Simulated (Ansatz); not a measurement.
**SiC30 (cell with a defect): density, localisation and related maps**

```
Si C
1.0
     5.67096    0.00000   -3.40266
    -2.86774   -4.92985   -3.35949
    -2.86774    4.92985   -3.35949
Si C
1 30
Direct
  0.37599 0.12202 0.50110
  0.67771 0.80924 0.55091
  0.92599 0.54587 0.55093
  0.40495 0.25564 0.26348
  0.18661 0.30389 0.57772
  0.68248 0.04439 0.29312
  0.92558 0.78989 0.29794
  0.41073 0.53046 0.03586
  0.17052 0.52962 0.29546
  0.66840 0.29100 0.03638
  0.91774 0.03776 0.04279
  0.40252 0.78580 0.77927
  0.16223 0.77906 0.03993
  0.66556 0.54750 0.79052
  0.91551 0.29512 0.79763
  0.15514 0.03135 0.79460
  0.61385 0.98873 0.47240
  0.84177 0.71411 0.46689
  0.09837 0.45870 0.47505
  0.58443 0.20014 0.19504
  0.84150 0.95384 0.20950
  0.08724 0.69720 0.21222
  0.57982 0.45482 0.95219
  0.32660 0.43526 0.19984
  0.83524 0.20722 0.96030
  0.08038 0.94981 0.96252
  0.58211 0.71486 0.70703
  0.32674 0.69874 0.95172
  0.83796 0.46573 0.71561
  0.08321 0.21335 0.72263
  0.29970 0.94050 0.69103
```

Theory: Ansatz 0.2.0, DFT PBE+D3(BJ), scalar-relativistic, plane waves, PAW.

Core electrons are frozen (PAW), and the valence fields are smoothed inside the atomic spheres.

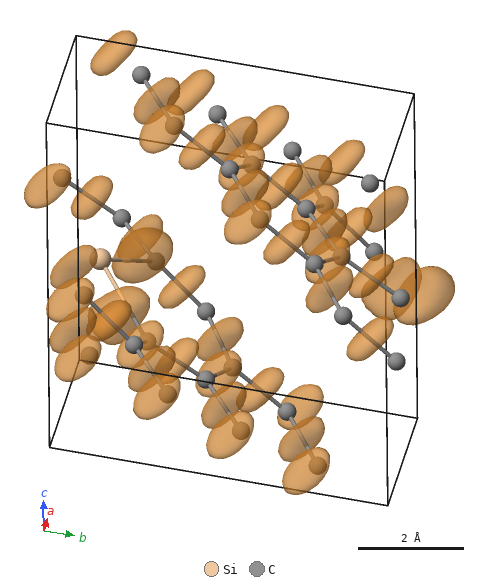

Figure 1. Isosurface of the ELF at 0.85 (orange), seen at an oblique angle. Only the valence region is drawn (cores and ρ < 0.01 e/Å³ removed). Sticks mark near contacts.

> Describe the localisation domains.

At this value the surface marks out 43 regions between bonded C–C atoms (shared pairs) and four regions between bonded C–Si atoms (shared pairs), counted in one cell of 31 atoms. Any copies at cell faces, edges or corners count once. Profiles from the grid: C–C (1.39 Å): the ELF peaks at about 0.95 between the atoms: a covalent bond. Si–C (1.90 Å): the ELF peaks at about 0.95 between the atoms (a shared electron pair).

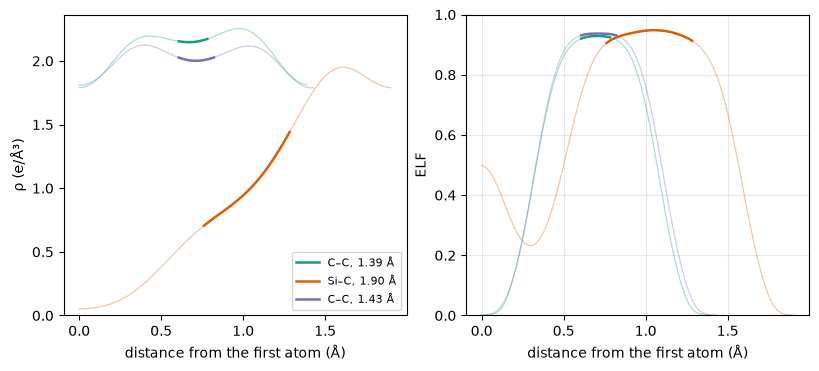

Figure 2. Valence charge density (pseudo) and electron localisation function along straight lines between neighbouring atoms. Thin, pale parts lie inside the atomic spheres.

> What kind of bonding do the profiles show?

C–C (1.39 Å): ρ at the midpoint is about 2.1 e/Å³; the ELF peaks at about 0.95 between the atoms: a covalent bond.
Si–C (1.90 Å): the density is about 0.89 e/Å³ at the midpoint; the ELF peaks at about 0.95 between the atoms: a covalent bond.
C–C (1.43 Å): ρ at the midpoint is about 2 e/Å³; the ELF peaks at about 0.95 between the atoms (a covalent bond).

> Does the calculation give a band gap?

It is gapped, with a Kohn–Sham gap of 0.52 eV on the k-point mesh, an upper bound to the gap of this method.
